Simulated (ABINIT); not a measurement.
BN (P6_3mc): how ε∞ follows the gap

The empty bands of BN (P6_3mc) are shifted up rigidly by Δ, and ε∞ along x is computed for each shift. x, y and z are the Cartesian axes of the input cell.

Symmetry: P6_3mc, No. 186, hexagonal system. Conventional cell: a = 2.536 Å, b = 2.536 Å, c = 4.199 Å, α = 90.00°, β = 90.00°, γ = 120.00°. N on site b has 4 B at 1.56 to 1.57 Å as nearest neighbours. B on site b is surrounded by 4 N at 1.56 to 1.57 Å.

Method: ABINIT 10.8.3, LDA, independent particles, k-mesh 15×15×8, Lorentzian half width 0.04 eV.

Launch of the response step: `optic optic.abi`. The series took 57 s in all, its band step included, on 4 threads of Intel(R) Xeon(R) Processor @ 2.70GHz, on a shared host.

```
Δ (eV)  ε∞ along x
  0.00       4.504
  0.40           ?
  0.80       4.296
  1.20       4.202
  1.60       4.112
  2.00       4.028
```

With one effective transition at E₀ and fixed dipole strength, ε∞ − 1 = A/(E₀ + Δ), so 1/(ε∞ − 1) is linear in Δ.

Working, on the rows shown:

| x = Δ (eV) | y = 1/(ε∞ − 1) |
| --- | --- |
| 0 | 0.285388 |
| 0.8 | 0.303398 |
| 1.2 | 0.312305 |
| 1.6 | 0.321337 |
| 2 | 0.330251 |

Means: x̄ = 1.12, ȳ = 0.31054. Σ(x − x̄)(y − ȳ) = 0.05312, Σ(x − x̄)² = 2.368. Slope = 0.05312 / 2.368 = 0.02243; intercept = ȳ − slope · x̄ = 0.28541. Turned back into ε∞ along x, the line misses the rows shown by at most 0.00045.

Problem. Predict the last column of the withheld row from the fit.

Solution. At x = 0.4 the line gives y = 0.29438, that is 4.397. The run gave 4.397, so the interpolation holds to the digits printed.

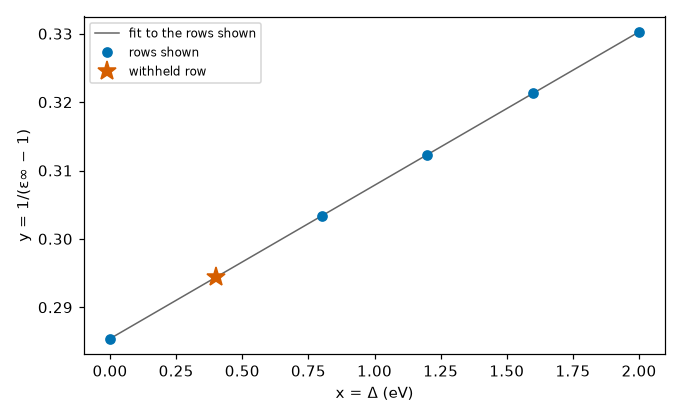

Refitted with all rows, the slope is 0.02244 and the intercept 0.28541. These give E₀ = intercept/slope = 12.7 eV, far above the least direct gap of 8.30 eV: most of the screening comes from transitions well over the edge. Over the first step ε∞ falls by 6 % per eV. The cell comes from an older database entry, whose edges can be off by a per cent or so. Excitons are left out and so are local fields; LDA gaps are as a rule too small. The values come from a sum over the points of one k-mesh and carry its error, which grows as the direct gap shrinks.

[Logs are printed without paths, hosts, clocks, repeated set-up lines and the standing remarks that a program may print on its own settings, such as how far it seeks lower states.]
